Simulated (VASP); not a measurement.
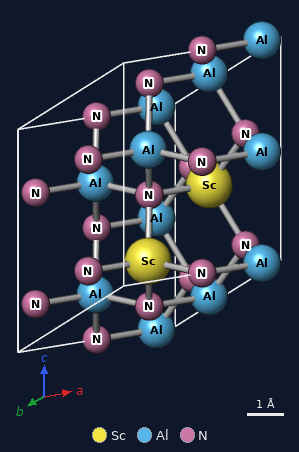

This is the input geometry for a relaxation of a crystal of ScAl$_{3}$N$_{4}$ (a generated structure, set up in Cmc2_1). Style: ball-and-stick. Shown: the cell of the calculation (origin shifted), from a free direction.

The run lets cell and atoms move.

Theory: Kohn-Sham DFT of a periodic cell, PBEsol, VASP PAW PBE potentials, recommended in VASP.

Input file:
```
ALGO = Normal
EDIFF = 1E-6
EDIFFG = -0.01
ENCUT = 600
GGA = PS
IBRION = 2
ISIF = 3
ISMEAR = 0
LASPH = T
LCHARG = F
LREAL = F
LUSENCCL = F
LWAVE = F
NELM = 80
NSW = 90
PREC = Accurate
SIGMA = 0.03
```

Launched with:
```bash
cat potpaw_PBE.64/Sc_sv/POTCAR potpaw_PBE.64/Al/POTCAR potpaw_PBE.64/N/POTCAR > POTCAR
mpirun -np 1 vasp_std > vasp.out
```

The structure:
```xyz
16
Lattice="0.0000 0.0000 -5.1789 3.2367 5.6061 0.0000 3.2367 -5.6061 0.0000" Properties=species:S:1:pos:R:3 pbc="T T T"
Sc    1.6183   -0.9344    0.0000
Sc    3.2367   -1.8687   -2.5895
Al    3.2367   -3.7374    0.0000
Al    3.2367    1.8687    0.0000
Al    4.8550   -0.9344    0.0000
Al    1.6183    0.9344   -2.5895
Al    4.8550    0.9344   -2.5895
Al    3.2367    3.7374   -2.5895
N     1.6183   -0.9344   -3.2109
N     3.2367   -3.7374   -3.2109
N     3.2367    1.8687   -3.2109
N     4.8550   -0.9344   -3.2109
N     3.2367   -1.8687   -0.6215
N     1.6183    0.9344   -0.6215
N     4.8550    0.9344   -0.6215
N     3.2367    3.7374   -0.6215
```

What does the optimiser find from here?

The energy falls by 90.9 meV per atom in 15 geometry steps. The largest force component goes from 2.7 to 0.0054 eV/Å. Pressure: −3.56 GPa at the start and −0.01 GPa at the end. The largest moves relative to the cell, 0.19 Å, are those of N atoms. Largest moves by element: N 0.19 Å, Sc 0.08 Å, Al 0.03 Å. The volume changes by −4.0 %, with a 5.179 → 4.996 Å (−3.5 %), b 6.473 → 6.478 Å (+0.1 %), c 6.473 → 6.447 Å (−0.4 %), α 120.0° → 120.2°. Among the contacts that change: N–Sc 1.968 → 2.121 Å, N–Sc 1.969 → 2.052 Å, Al–N 1.968 → 1.891 Å, Al–N 1.968 → 1.923 Å. Bond angles that change, for instance: Al–N–Al 110.5° → 119.9°, Sc–N–Sc 108.4° → 99.9°, N–Sc–N 108.4° → 101.4°. The space group stays Cmc2_1 (No. 36).

The end point in the same view:

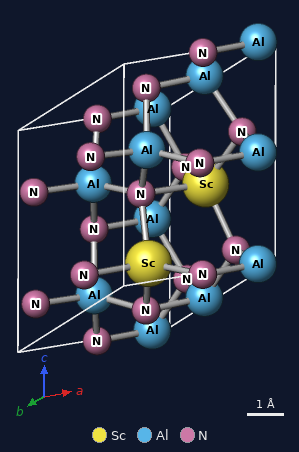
